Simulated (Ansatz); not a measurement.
## Geometry relaxation, with input and output: RuSi6 (part 3 of 3)

Continued. System: RuSi6 (slab, 7 atoms in the cell). Method: DFT PBEsol, scalar-relativistic, plane waves, PAW, spin-polarised (Ansatz 0.2.0); cutoff 420 eV, 9×9×1 k-mesh, Gaussian smearing of 0.05 eV, collinear spins. The structure derives from an entry of the Crystallography Open Database. The input holds or restrains some coordinates. Forces given for the steps count only the free coordinates. It belongs to a series of runs on one base structure; here: Ru put at a top Si site.

Geometry of the input (Å; fractional positions):
```
3.8417  0.0000  0.0000
-1.9209  3.3270  0.0000
0.0000  0.0000  26.0577
Si 0.3333  0.6667  0.3262
Si 0.0000  0.0000  0.3563
Si 0.0000  0.0000  0.4466
Si 0.6667  0.3333  0.4759
Si 0.6667  0.3333  0.5685
Si 0.3333  0.6667  0.5944
Ru 0.3333  0.6667  0.6934
```

## Output, continued
```
  k-point 1 ↑: bands = ["-71.6051", "-41.7314", "-41.7303", "-41.6220", "-11.0032", "-10.1648", "-9.3113", "-5.4913", "-3.5338", "-1.7919", "-1.5944", "-1.3203", "-1.1955", "-1.0948", "-0.7158", "-0.7131", "-0.6197", "-0.6072", "-0.0369", "-0.0276", "0.5266", "0.9564", "1.9494", "2.8281", "3.3130", "3.5788", "3.8690", "4.0241", "4.4618"]
  k-point 2 ↑: bands = ["-71.6050", "-41.7350", "-41.7313", "-41.6216", "-10.5805", "-9.7467", "-8.8876", "-5.4223", "-3.7896", "-2.9951", "-2.6633", "-2.1315", "-1.4759", "-1.3955", "-1.1256", "-1.0422", "-0.6827", "-0.4577", "-0.4202", "-0.4032", "0.2220", "0.9183", "1.9494", "2.4233", "3.0641", "3.2811", "4.4037", "4.5378", "5.0373"]
  k-point 11 ↓: bands = ["-70.5612", "-40.8115", "-40.4871", "-40.4871", "-8.2709", "-8.1049", "-7.0306", "-6.9496", "-6.2707", "-6.2103", "-3.7993", "-3.6332", "-3.5708", "-2.1092", "-2.0642", "-1.6847", "-0.1820", "0.0823", "0.1676", "0.4657", "0.5221", "1.8425", "2.9493", "3.0407", "3.8221", "4.4366", "4.4475", "4.9639", "5.9204"]
--- Relaxed structure (7 steps of the walk, 7 accepted, 0 SCFs on fresh bases) ---
  F+E_penalty+E_count = -9539.12397420 eV   max|allowed force component| = 1.469e-3 eV/Å
  atoms:
    - { symbol: Si, position: [0.33333333333333326, 0.6666666666666665, 0.3261993600999999] }
    - { symbol: Si, position: [5.286776307661908e-18, -9.251858538569896e-17, 0.3562936365999999] }
    - { symbol: Si, position: [5.286776307661908e-18, -9.251858538569896e-17, 0.44657646639999987] }
    - { symbol: Si, position: [0.6666666666666666, 0.3333333333333332, 0.4763954678642382] }
    - { symbol: Si, position: [0.6666666666666666, 0.3333333333333332, 0.5671949603189209] }
    - { symbol: Si, position: [0.33333333333333326, 0.6666666666666665, 0.5990657634978941] }
    - { symbol: Ru, position: [0.33333333333333326, 0.6666666666666665, 0.684284845555208] }
--- Löwdin populations: 7 sites ---
  site symbol       q [e]    m [muB]
     0     Si      3.9465    -0.6277
     1     Si      3.9685    -0.0020
     2     Si      3.9349    -0.0839
     3     Si      3.9717    -0.0426
     4     Si      3.9800     0.0738
     5     Si      3.8495    -0.0721
     6     Ru     16.0331     1.6619
  spilling = 0.007897 (of n_electrons = 40.000000)
```

## File populations.tsv
```
# site	symbol	l	j	q_up	q_dn
# orbitals = lowdin
# n_electrons = 40.000000
# spilling = 0.007897
0	Si	0_3S	-	0.632168	0.703656
0	Si	1_3P	-	1.027219	1.583435
1	Si	0_3S	-	0.596988	0.594305
1	Si	1_3P	-	1.386228	1.390941
2	Si	0_3S	-	0.598306	0.612022
2	Si	1_3P	-	1.327202	1.397364
3	Si	0_3S	-	0.600272	0.605478
3	Si	1_3P	-	1.364272	1.401681
4	Si	0_3S	-	0.623145	0.623209
4	Si	1_3P	-	1.403743	1.329870
5	Si	0_3S	-	0.603406	0.613959
5	Si	1_3P	-	1.285285	1.346876
6	Ru	0_4S	-	0.989016	0.989676
6	Ru	0_5S	-	0.365137	0.362046
6	Ru	1_4P	-	2.992561	2.992725
6	Ru	2_4D	-	4.500763	2.841148
```

## Trajectory as extended XYZ (Å, eV, eV/Å), 7 frames, from step=1 to step=7
```
7
Lattice="3.8417 0.0000 0.0000 -1.9209 3.3270 0.0000 0.0000 0.0000 26.0577" Properties=species:S:1:pos:R:3:forces:R:3 step=1 energy=-9538.69226
Si    0.0000    2.2180    8.5000    0.0000   0.0000   0.5304
Si    0.0000    0.0000    9.2842    0.0000   0.0000  -0.6971
Si    0.0000    0.0000   11.6367    0.0000   0.0000   0.1660
Si    1.9209    1.1090   12.4013    0.0000   0.0000   0.2154
Si    1.9209    1.1090   14.8134    0.0000   0.0000  -0.5509
Si    0.0000    2.2180   15.4874    0.0000   0.0000   2.1001
Ru    0.0000    2.2180   18.0674    0.0000   0.0000  -1.7640
7
Lattice="3.8417 0.0000 0.0000 -1.9209 3.3270 0.0000 0.0000 0.0000 26.0577" Properties=species:S:1:pos:R:3:forces:R:3 step=2 energy=-9539.06148
Si    0.0000    2.2180    8.5000    0.0000   0.0000   0.5330
Si    0.0000    0.0000    9.2842    0.0000   0.0000  -0.7125
Si    0.0000    0.0000   11.6367    0.0000   0.0000   0.2172
Si    1.9209    1.1090   12.4105    0.0000   0.0000   0.0949
Si    1.9209    1.1090   14.8048    0.0000   0.0000  -0.3486
Si    0.0000    2.2180   15.5419    0.0000   0.0000   1.0804
Ru    0.0000    2.2180   17.8738    0.0000   0.0000  -0.8682
7
Lattice="3.8417 0.0000 0.0000 -1.9209 3.3270 0.0000 0.0000 0.0000 26.0577" Properties=species:S:1:pos:R:3:forces:R:3 step=3 energy=-9539.08655
Si    0.0000    2.2180    8.5000    0.0000   0.0000   0.5183
Si    0.0000    0.0000    9.2842    0.0000   0.0000  -0.7372
Si    0.0000    0.0000   11.6367    0.0000   0.0000  -0.1123
Si    1.9209    1.1090   12.3584    0.0000   0.0000   0.2345
Si    1.9209    1.1090   14.7128    0.0000   0.0000   0.3804
Si    0.0000    2.2180   15.5888    0.0000   0.0000   0.3705
Ru    0.0000    2.2180   17.8708    0.0000   0.0000  -0.6537
7
Lattice="3.8417 0.0000 0.0000 -1.9209 3.3270 0.0000 0.0000 0.0000 26.0577" Properties=species:S:1:pos:R:3:forces:R:3 step=4 energy=-9539.10613
Si    0.0000    2.2180    8.5000    0.0000   0.0000   0.5100
Si    0.0000    0.0000    9.2842    0.0000   0.0000  -0.6923
Si    0.0000    0.0000   11.6367    0.0000   0.0000   0.2355
Si    1.9209    1.1090   12.4239    0.0000   0.0000  -0.0503
Si    1.9209    1.1090   14.7908    0.0000   0.0000  -0.1208
Si    0.0000    2.2180   15.6113    0.0000   0.0000  -0.5710
Ru    0.0000    2.2180   17.7803    0.0000   0.0000   0.6892
7
Lattice="3.8417 0.0000 0.0000 -1.9209 3.3270 0.0000 0.0000 0.0000 26.0577" Properties=species:S:1:pos:R:3:forces:R:3 step=5 energy=-9539.12387
Si    0.0000    2.2180    8.5000    0.0000   0.0000   0.5124
Si    0.0000    0.0000    9.2842    0.0000   0.0000  -0.6934
Si    0.0000    0.0000   11.6367    0.0000   0.0000   0.1850
Si    1.9209    1.1090   12.4148    0.0000   0.0000  -0.0103
Si    1.9209    1.1090   14.7800    0.0000   0.0000  -0.0058
Si    0.0000    2.2180   15.6095    0.0000   0.0000  -0.0309
Ru    0.0000    2.2180   17.8263    0.0000   0.0000   0.0440
7
Lattice="3.8417 0.0000 0.0000 -1.9209 3.3270 0.0000 0.0000 0.0000 26.0577" Properties=species:S:1:pos:R:3:forces:R:3 step=6 energy=-9539.12388
Si    0.0000    2.2180    8.5000    0.0000   0.0000   0.5123
Si    0.0000    0.0000    9.2842    0.0000   0.0000  -0.6934
Si    0.0000    0.0000   11.6367    0.0000   0.0000   0.1851
Si    1.9209    1.1090   12.4148    0.0000   0.0000  -0.0102
Si    1.9209    1.1090   14.7800    0.0000   0.0000  -0.0056
Si    0.0000    2.2180   15.6095    0.0000   0.0000  -0.0323
Ru    0.0000    2.2180   17.8263    0.0000   0.0000   0.0442
7
Lattice="3.8417 0.0000 0.0000 -1.9209 3.3270 0.0000 0.0000 0.0000 26.0577" Properties=species:S:1:pos:R:3:forces:R:3 step=7 energy=-9539.12397
Si    0.0000    2.2180    8.5000    0.0000   0.0000   0.5128
Si    0.0000    0.0000    9.2842    0.0000   0.0000  -0.6942
Si    0.0000    0.0000   11.6367    0.0000   0.0000   0.1808
Si    1.9209    1.1090   12.4138    0.0000   0.0000   0.0015
Si    1.9209    1.1090   14.7798    0.0000   0.0000  -0.0011
Si    0.0000    2.2180   15.6103    0.0000   0.0000   0.0006
Ru    0.0000    2.2180   17.8309    0.0000   0.0000  -0.0003
```

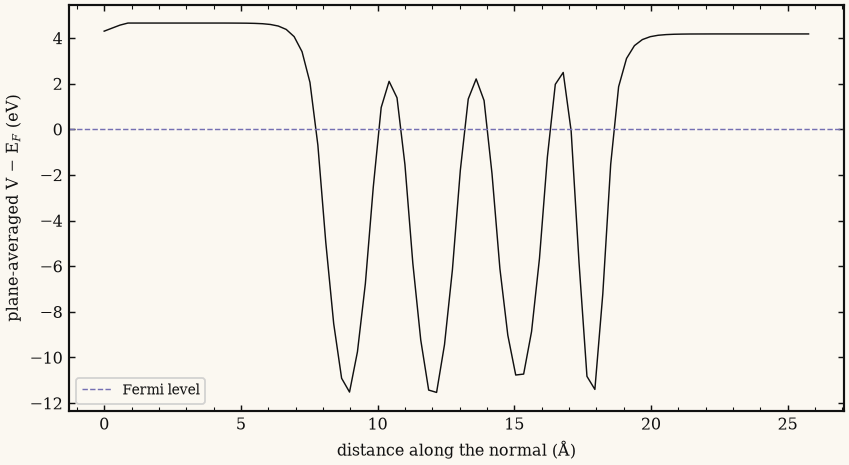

Fig. 1: Plane average of the electrostatic potential energy of an electron across the cell, from the Fermi level. The vacuum level lies 4.18 eV above the Fermi level on the upper side and 4.65 eV on the lower.

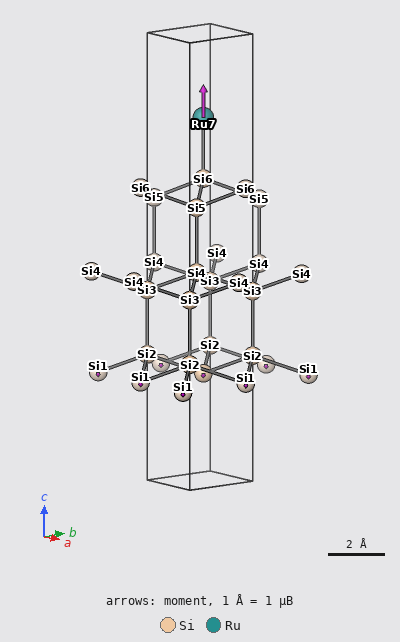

Fig. 2: Magnetic moments of the sites as pink arrows (ball-and-stick view of the cell of the calculation, with the vacuum cut short, seen slightly off an axis; neighbours outside the cell are drawn fainter; atoms are numbered from 1 in the order of the input); small moments hardly show. The run is collinear, so the axis drawn is arbitrary. Site moments: Ru7 (1.23 μB); Si1 (−0.19 μB). They are counted near the atoms and needn't add up to the moment of the cell.

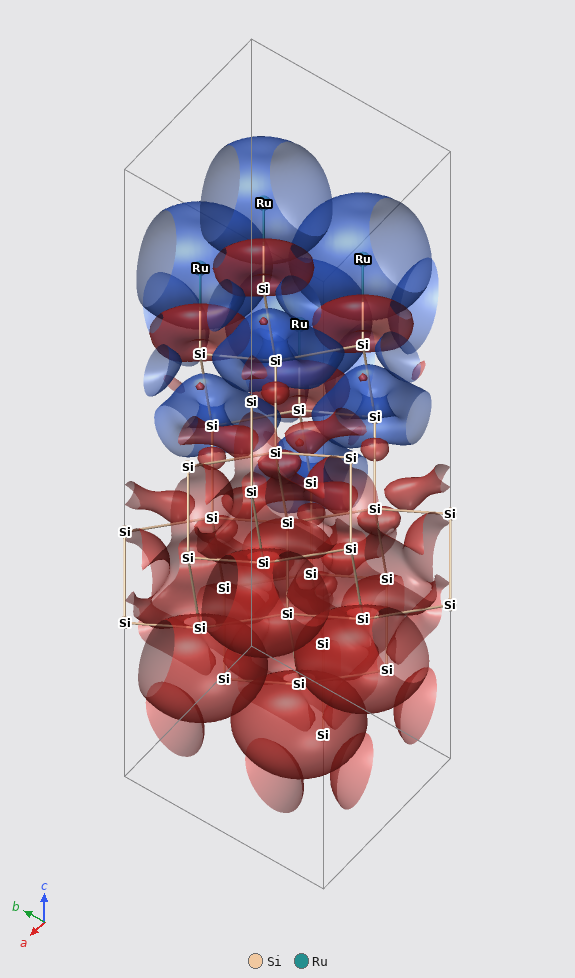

Fig. 3: Isosurfaces of the spin density (up minus down) at +0.006 (blue) and −0.006 e/Å³ (red), seen at an oblique angle. Sticks mark near contacts. The spin density sits on Ru: +1.2 μB in one cell of 7 atoms: a single local moment. The cell of the calculation (7 atoms) carries 0.9 μB net. The fields are those of the smooth PAW valence density.

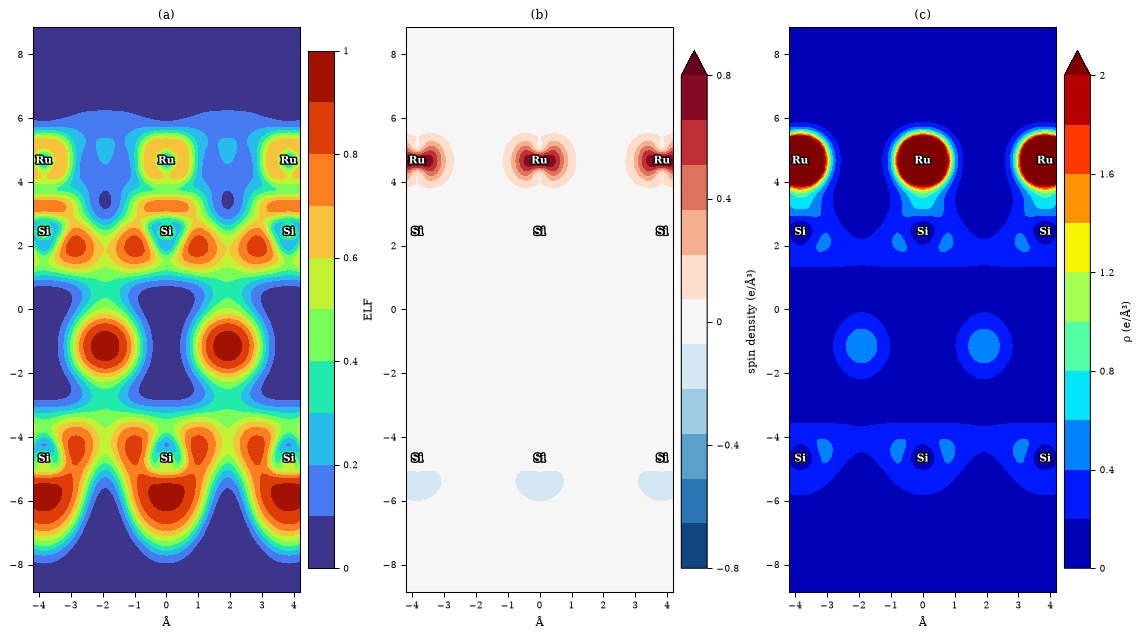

Fig. 4: (a) ELF; (b) spin density; (c) valence pseudo-density on the (11̄0) plane of the calculation cell, a cut from vacuum to vacuum. Si–Ru (2.22 Å): ρ is about 0.83 e/Å³ halfway; the ELF is about 0.55 at the midpoint. The density dies away to nearly zero in the vacuum. The strong features right at Ru lie inside the PAW spheres (semicore, d or f shells) and say nothing about bonding. The spin density sits on Ru: +1.2 μB in one cell of 7 atoms: a single local moment. The cell of the calculation (7 atoms) carries 0.9 μB net.

## Summary

| quantity | value |
| --- | --- |
| outcome | converged under the restraints of the input |
| electrons treated | 40 |
| free energy | −9539.1240 eV |
| work function, top face | 4.18 eV |
| work function, bottom face | 4.65 eV |
| Fermi energy | 0.509 eV |
| gap on the k-point mesh | none (metallic) |
| net moment of the cell | 0.89 μB |
| integrated absolute moment | 2.59 μB |
| final volume | 333.06 Å³ |
| work function (upper face) | 4.18 eV |
| largest force (length of the vector) at the end, held atoms and coordinates included | 0.694 eV/Å |
| hardware | 1 thread of Intel Xeon @ 2.70GHz, 189 GiB of memory available, shared host |
| wall time | 3.2 min |
| peak memory | 0.66 GiB |

## Remarks

Warnings of the run: the exchange-correlation potential is rough where the density is thin.
